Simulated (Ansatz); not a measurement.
Geometry relaxation, with input and output: Cu (part 1 of 2)

The run: geometry relaxation of Cu (Fm-3m, 1 atom in the cell). Method and program: DFT PBE+D3(BJ), scalar-relativistic, plane waves, PAW, no spin polarisation (Ansatz 0.2.0).

The structure derives from an entry of the Crystallography Open Database. Figures and captions count atoms from 1; the log counts them from 0 in places.

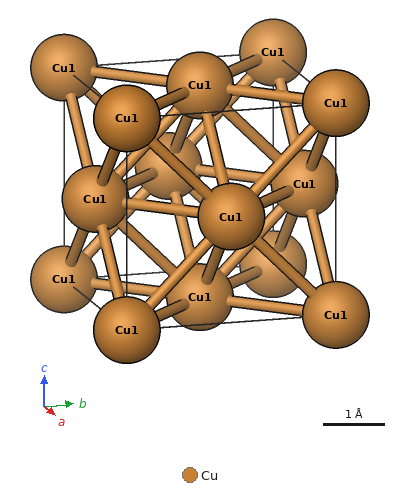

Fig. 1: The structure as given in the input (ball-and-stick view of the cell 4 times as large as that of the calculation, set on its symmetry axes, seen slightly off an axis; atoms are numbered from 1 in the order of the input). An atom can appear more than once, as a periodic image.

Input file:
```yaml
crystal:
  lattice:
    - [0.0, 1.8075, 1.8075]
    - [1.8075, 0.0, 1.8075]
    - [1.8075, 1.8075, 0.0]
  atoms:
    - { symbol: Cu, position: [0.0, 0.0, 0.0] }
basis:
  ecutwfc: 420
kpoints:
  mp_grid: { grid: [20, 20, 20] }
hamiltonian:
  xc: pbe
  dispersion: d3bj
scf:
  occupations: { method: gaussian, width: 0.1 }
output:
  forces: true
  stress: true
  eigenvalues: true
  write_density: true
  write_potential: true
  elf: true
  volumetric_format: npy
relax:
  adjacent_minimum: "off"
  f_tol: 0.005
  max_steps: 80
  cell: { stress_tol: 0.05 }
```

Run on 2 threads of AMD EPYC (Zen 3), 32 GiB of memory available, shared host.

Launch command:
```bash
ansatz run input.yaml --threads 2 --pin off --max-ram 5120MiB --backend cpu --events-out ev --progress --plain --runs-dir out
```

Log:
```
Engine: ansatz 0.2.0, x86_64-unknown-linux-gnu
Pseudopotentials: kind: paw
Pseudopotential: Cu, paw, valence charge 19, recommended cutoff 420 eV (normal), Cu.paw.azcp
Functional definition: PBE
  parameter kappa = 0.804
  parameter beta = 0.06672455060314922
  exchange = pbe_x(kappa = kappa, mu = beta*pi^2/3)
  correlation = pbe_c(beta = beta)
Crystal: 1 atoms, lattice volume = 11.810 Å³
Basis set: ecut = 420 eV, 259 PW (Γ), exchange–correlation on 36×36×36 points (8 copies of the dense FFT grid, shifted against one another)
Bands: 14, of which v1, the nominal top of the filled ones, is band 10 counted from 1 (9 counted from 0)
Symmetry: 48 space group operations
Space group: Fm-3m (ITA 225), of the structure as read, at distance tolerance 2.3e-5 Å
k-points: 256 of 8000
Non-local potential: Cu, projectors of the file, l = 0: 3, l = 1: 2, l = 2: 3, l = 3: 1
PAW form: soft (Blöchl's): semilocal exchange-correlation on the pseudo side does not see the compensation charge
PAW one-centre angular grid: Cu, 590 points (default); XC on 64 Gauss nodes
Initial density: superposition of atomic densities (neutral atoms: chi_scale 0, normalization atom), corrected by the library's trained network
Initial wavefunctions: pseudopotential atomic-orbital guess
Functional: x = pbe(κ = 0.804, μ = 0.2195149727645171), c = pbe(β = 0.06672455060314922)
SCF iter   1: F=—  HF=-6625.758049 eV  |F-HF|=—  |Δ(HF+E_count)|=         —  Δρ=1.00e-3  dr2=5.20e-5  ethr=1.77e-3  ⟨swp⟩=5.3  Hψ=17845  notcnv=0
preconditioner: auto → none  [metal: Δε(μ)=0.064 eV  Ē_g=17.049 eV  σ=0.100 eV  W_gap=0.33  n_scr=0 (ndim 8)  ℏωp=35.8 eV  f_vac=0.000  D(μ)=0.27/eV (n_scr^D=0)]
SCF iter   2: F=—  HF=-6625.758171 eV  |F-HF|=—  |Δ(HF+E_count)|=   1.22e-4  Δρ=3.78e-4  dr2=4.41e-6  ethr=2.74e-7  ⟨swp⟩=2.3  Hψ=8275  notcnv=0
SCF iter   3: F=—  HF=-6625.758184 eV  |F-HF|=—  |Δ(HF+E_count)|=   1.34e-5  Δρ=1.03e-4  dr2=3.65e-7  ethr=2.32e-8  ⟨swp⟩=2.2  Hψ=4615  notcnv=0
iter 4 did not close the SCF: its close was put off for the readings that it lacked (scf_convergence_deferred on its scf_iter line)
SCF iter   4: F=-6625.758185 eV  HF=-6625.758185 eV  |F-HF|=2.89e-9  |Δ(HF+E_count)|=   9.55e-7  Δρ=5.12e-6  dr2=1.18e-9  ethr=1.92e-9  ⟨swp⟩=2.1  Hψ=4602  notcnv=0
iter 5 did not close the SCF: its close was put off for the readings that it lacked (scf_convergence_deferred on its scf_iter line)
SCF iter   5: F=-6625.758185 eV  HF=-6625.758185 eV  |F-HF|=2.82e-10  |Δ(HF+E_count)|=  6.28e-11  Δρ=2.20e-6  dr2=1.07e-10  ethr=6.23e-12  ⟨swp⟩=2.0  Hψ=5829  notcnv=0
SCF iter   6: F=-6625.758185 eV  HF=-6625.758185 eV  |F-HF|=3.64e-12  |Δ(HF+E_count)|=  3.21e-10  Δρ=1.47e-7  dr2=1.08e-12  ethr=1.00e-12  ⟨swp⟩=4.8  Hψ=16624  notcnv=0
SCF 1 converged in 6 iterations: F = -6625.758185 eV  dr2 = 1.08e-12
  greatest PAW one-centre occupation: 1.000 electrons in one spin orbital (limit 2), on the Cu atom at site 0 (counted from 0), in its partial waves of l = 0
relax step   1: F+E_penalty+E_count = -6625.75818540 eV  Δ(F+E_penalty+E_count) = +0.000e0 eV  max|allowed force component| = 0.000e0 eV/Å  Δτ_max = 0.0000 Å  P = -6.448 GPa  Ω = 11.810 Å³  (6 SCF iters, accepted)
Crystal: 1 atoms, lattice volume = 11.551 Å³
Basis set: ecut = 420 eV, 229 PW (Γ), exchange–correlation on 36×36×36 points (8 copies of the dense FFT grid, shifted against one another)
Initial density: handed on by an earlier stage of this run
Initial wavefunctions: those handed on with the density
iter 1 solved again at ethr=2.72e-5 eV; its pass at ethr=3.10e-3 eV (dr2=5.17e-3 eV) is discarded
SCF iter   1: F=—  HF=-6625.767494 eV  |F-HF|=—  |Δ(HF+E_count)|=         —  Δρ=8.32e-3  dr2=5.10e-3  ethr=2.72e-5  ⟨swp⟩=1.0  Hψ=22982  notcnv=0
preconditioner: auto → none  [metal: Δε(μ)=0.065 eV  Ē_g=17.248 eV  σ=0.100 eV  W_gap=0.33  n_scr=0 (ndim 8)  ℏωp=36.2 eV  f_vac=0.000  D(μ)=0.27/eV (n_scr^D=0)]
SCF iter   2: F=—  HF=-6625.766427 eV  |F-HF|=—  |Δ(HF+E_count)|=   1.07e-3  Δρ=6.54e-4  dr2=2.99e-5  ethr=2.68e-5  ⟨swp⟩=2.2  Hψ=4904  notcnv=0
SCF iter   3: F=—  HF=-6625.766383 eV  |F-HF|=—  |Δ(HF+E_count)|=   4.38e-5  Δρ=4.62e-4  dr2=2.05e-5  ethr=1.57e-7  ⟨swp⟩=2.0  Hψ=5672  notcnv=0
SCF iter   4: F=—  HF=-6625.766377 eV  |F-HF|=—  |Δ(HF+E_count)|=   6.37e-6  Δρ=5.23e-5  dr2=7.82e-8  ethr=1.08e-7  ⟨swp⟩=2.2  Hψ=5041  notcnv=0
iter 5 did not close the SCF: its close was put off for the readings that it lacked (scf_convergence_deferred on its scf_iter line)
SCF iter   5: F=-6625.766377 eV  HF=-6625.766377 eV  |F-HF|=1.21e-10  |Δ(HF+E_count)|=   2.66e-7  Δρ=1.33e-6  dr2=1.34e-10  ethr=4.12e-10  ⟨swp⟩=2.0  Hψ=6037  notcnv=0
SCF iter   6: F=-6625.766377 eV  HF=-6625.766377 eV  |F-HF|=3.64e-12  |Δ(HF+E_count)|=  2.64e-11  Δρ=1.67e-7  dr2=1.55e-12  ethr=1.00e-12  ⟨swp⟩=4.0  Hψ=15654  notcnv=0
SCF 2 converged in 6 iterations: F = -6625.766377 eV  dr2 = 1.55e-12
relax step   2: F+E_penalty+E_count = -6625.76637704 eV  Δ(F+E_penalty+E_count) = -8.192e-3 eV  max|allowed force component| = 0.000e0 eV/Å  Δτ_max = 0.0000 Å  P = -3.337 GPa  Ω = 11.551 Å³  energy of the carried Pulay correction = +2.072e-4 eV  (6 SCF iters, accepted)
Crystal: 1 atoms, lattice volume = 11.285 Å³
iter 1 solved again at ethr=2.87e-5 eV; its pass at ethr=3.10e-3 eV (dr2=5.46e-3 eV) is discarded
SCF iter   1: F=—  HF=-6625.770353 eV  |F-HF|=—  |Δ(HF+E_count)|=         —  Δρ=8.67e-3  dr2=5.39e-3  ethr=2.87e-5  ⟨swp⟩=1.0  Hψ=23075  notcnv=0
preconditioner: auto → none  [metal: Δε(μ)=0.057 eV  Ē_g=17.529 eV  σ=0.100 eV  W_gap=0.30  n_scr=0 (ndim 8)  ℏωp=36.7 eV  f_vac=0.000  D(μ)=0.27/eV (n_scr^D=0)]
SCF iter   2: F=—  HF=-6625.769211 eV  |F-HF|=—  |Δ(HF+E_count)|=   1.14e-3  Δρ=6.93e-4  dr2=3.04e-5  ethr=2.84e-5  ⟨swp⟩=2.2  Hψ=4894  notcnv=0
SCF iter   3: F=—  HF=-6625.769161 eV  |F-HF|=—  |Δ(HF+E_count)|=   5.02e-5  Δρ=4.82e-4  dr2=2.17e-5  ethr=1.60e-7  ⟨swp⟩=2.0  Hψ=5879  notcnv=0
SCF iter   4: F=—  HF=-6625.769155 eV  |F-HF|=—  |Δ(HF+E_count)|=   6.57e-6  Δρ=5.88e-5  dr2=9.65e-8  ethr=1.14e-7  ⟨swp⟩=2.4  Hψ=5018  notcnv=0
iter 5 did not close the SCF: its close was put off for the readings that it lacked (scf_convergence_deferred on its scf_iter line)
SCF iter   5: F=-6625.769155 eV  HF=-6625.769155 eV  |F-HF|=2.36e-10  |Δ(HF+E_count)|=   3.46e-7  Δρ=1.53e-6  dr2=1.40e-10  ethr=5.08e-10  ⟨swp⟩=2.0  Hψ=6041  notcnv=0
SCF iter   6: F=-6625.769155 eV  HF=-6625.769155 eV  |F-HF|=2.73e-12  |Δ(HF+E_count)|=  2.73e-12  Δρ=2.02e-7  dr2=1.85e-12  ethr=1.00e-12  ⟨swp⟩=4.1  Hψ=16048  notcnv=0
SCF 3 converged in 6 iterations: F = -6625.769155 eV  dr2 = 1.85e-12
relax step   3: F+E_penalty+E_count = -6625.76915502 eV  Δ(F+E_penalty+E_count) = -2.778e-3 eV  max|allowed force component| = 0.000e0 eV/Å  Δτ_max = 0.0000 Å  P = +0.338 GPa  Ω = 11.285 Å³  energy of the carried Pulay correction = +4.243e-4 eV  (6 SCF iters, accepted)
Crystal: 1 atoms, lattice volume = 11.308 Å³
iter 1 solved again at ethr=2.22e-7 eV; its pass at ethr=3.10e-3 eV (dr2=4.22e-5 eV) is discarded
SCF iter   1: F=—  HF=-6625.769170 eV  |F-HF|=—  |Δ(HF+E_count)|=         —  Δρ=7.47e-4  dr2=4.03e-5  ethr=2.22e-7  ⟨swp⟩=2.0  Hψ=21454  notcnv=0
preconditioner: auto → none  [metal: Δε(μ)=0.063 eV  Ē_g=17.559 eV  σ=0.100 eV  W_gap=0.33  n_scr=0 (ndim 8)  ℏωp=36.6 eV  f_vac=0.000  D(μ)=0.26/eV (n_scr^D=0)]
SCF iter   2: F=—  HF=-6625.769161 eV  |F-HF|=—  |Δ(HF+E_count)|=   9.57e-6  Δρ=6.10e-5  dr2=2.19e-7  ethr=2.12e-7  ⟨swp⟩=2.2  Hψ=4881  notcnv=0
SCF iter   3: F=—  HF=-6625.769160 eV  |F-HF|=—  |Δ(HF+E_count)|=   3.53e-7  Δρ=4.17e-5  dr2=1.63e-7  ethr=1.15e-9  ⟨swp⟩=2.0  Hψ=5934  notcnv=0
iter 4 did not close the SCF: its close was put off for the readings that it lacked (scf_convergence_deferred on its scf_iter line)
SCF iter   4: F=-6625.769160 eV  HF=-6625.769160 eV  |F-HF|=2.22e-9  |Δ(HF+E_count)|=   4.04e-8  Δρ=5.55e-6  dr2=8.28e-10  ethr=8.60e-10  ⟨swp⟩=2.4  Hψ=5018  notcnv=0
iter 5 did not close the SCF: its close was put off for the readings that it lacked (scf_convergence_deferred on its scf_iter line)
SCF iter   5: F=-6625.769160 eV  HF=-6625.769160 eV  |F-HF|=2.00e-11  |Δ(HF+E_count)|=   3.01e-9  Δρ=4.13e-7  dr2=1.01e-11  ethr=4.36e-12  ⟨swp⟩=2.0  Hψ=6043  notcnv=0
SCF iter   6: F=-6625.769160 eV  HF=-6625.769160 eV  |F-HF|=1.82e-12  |Δ(HF+E_count)|=  5.46e-12  Δρ=2.54e-8  dr2=2.58e-14  ethr=1.00e-12  ⟨swp⟩=4.0  Hψ=14300  notcnv=0
SCF 4 converged in 6 iterations: F = -6625.769160 eV  dr2 = 2.58e-14
relax step   4: F+E_penalty+E_count = -6625.76916044 eV  Δ(F+E_penalty+E_count) = -5.424e-6 eV  max|allowed force component| = 0.000e0 eV/Å  Δτ_max = 0.0000 Å  P = +0.004 GPa  Ω = 11.308 Å³  energy of the carried Pulay correction = +4.056e-4 eV  (6 SCF iters, accepted)
Initial wavefunctions: pseudopotential atomic-orbital guess (no wavefunctions were taken with the density)
iter 1 solved again at ethr=1.35e-9 eV; its pass at ethr=3.10e-3 eV (dr2=2.57e-7 eV) is discarded
SCF iter   1: F=—  HF=-6625.768669 eV  |F-HF|=—  |Δ(HF+E_count)|=         —  Δρ=1.19e-4  dr2=2.56e-7  ethr=1.35e-9  ⟨swp⟩=3.4  Hψ=29289  notcnv=0
preconditioner: auto → none  [metal: Δε(μ)=0.064 eV  Ē_g=17.555 eV  σ=0.100 eV  W_gap=0.33  n_scr=0 (ndim 8)  ℏωp=36.6 eV  f_vac=0.000  D(μ)=0.26/eV (n_scr^D=0)]
SCF iter   2: F=—  HF=-6625.768668 eV  |F-HF|=—  |Δ(HF+E_count)|=   9.15e-7  Δρ=8.77e-5  dr2=3.92e-7  ethr=1.35e-9  ⟨swp⟩=2.0  Hψ=5975  notcnv=0
SCF iter   3: F=—  HF=-6625.768669 eV  |F-HF|=—  |Δ(HF+E_count)|=   1.37e-7  Δρ=3.91e-5  dr2=8.16e-8  ethr=1.35e-9  ⟨swp⟩=2.4  Hψ=5400  notcnv=0
SCF iter   4: F=—  HF=-6625.768669 eV  |F-HF|=—  |Δ(HF+E_count)|=   2.58e-8  Δρ=4.09e-6  dr2=4.75e-10  ethr=4.30e-10  ⟨swp⟩=2.1  Hψ=4912  notcnv=0
iter 5 did not close the SCF: its close was put off for the readings that it lacked (scf_convergence_deferred on its scf_iter line)
SCF iter   5: F=-6625.768669 eV  HF=-6625.768669 eV  |F-HF|=0.00e0  |Δ(HF+E_count)|=  6.76e-10  Δρ=1.65e-7  dr2=1.09e-12  ethr=2.50e-12  ⟨swp⟩=2.6  Hψ=6145  notcnv=0
SCF iter   6: F=-6625.768669 eV  HF=-6625.768669 eV  |F-HF|=9.09e-13  |Δ(HF+E_count)|=  9.09e-13  Δρ=1.82e-8  dr2=6.81e-15  ethr=1.00e-12  ⟨swp⟩=3.4  Hψ=13206  notcnv=0
SCF 5 converged in 6 iterations: F = -6625.768669 eV  dr2 = 6.81e-15
relax step   5: F+E_penalty+E_count = -6625.76866861 eV  Δ(F+E_penalty+E_count) = +4.918e-4 eV  max|allowed force component| = 0.000e0 eV/Å  Δτ_max = 0.0000 Å  P = +0.058 GPa  Ω = 11.308 Å³  stress off target by 5.77e-2 GPa  SCF on the basis re-selected at this cell (its energy is not comparable with the rows above)  (6 SCF iters)
basis re-selected at this cell: Δ(F+E_penalty+E_count) = +4.918e-4 eV, ΔP = +0.054 GPa vs the last step (what re-selecting the basis moved, of the pressure what is left beyond the Pulay correction that the steps carried, after the strain that the cell walked since its last selection, with what the two solves' SCF thresholds leave and, on support functions, any second-order correction that the steps lacked; it is no measure of the basis error at this ecutwfc). This SCF's stress stands 5.77e-2 GPa from its target on what of the cell is left free (relax.cell.stress_tol is 5.00e-2 GPa) and its largest allowed force component is 0.00e0 eV/Å (relax.f_tol is 5.00e-3 eV/Å): not within both, so this SCF does not close the relaxation
Crystal: 1 atoms, lattice volume = 11.312 Å³
iter 1 solved again at ethr=6.64e-9 eV; its pass at ethr=3.10e-3 eV (dr2=1.26e-6 eV) is discarded
```
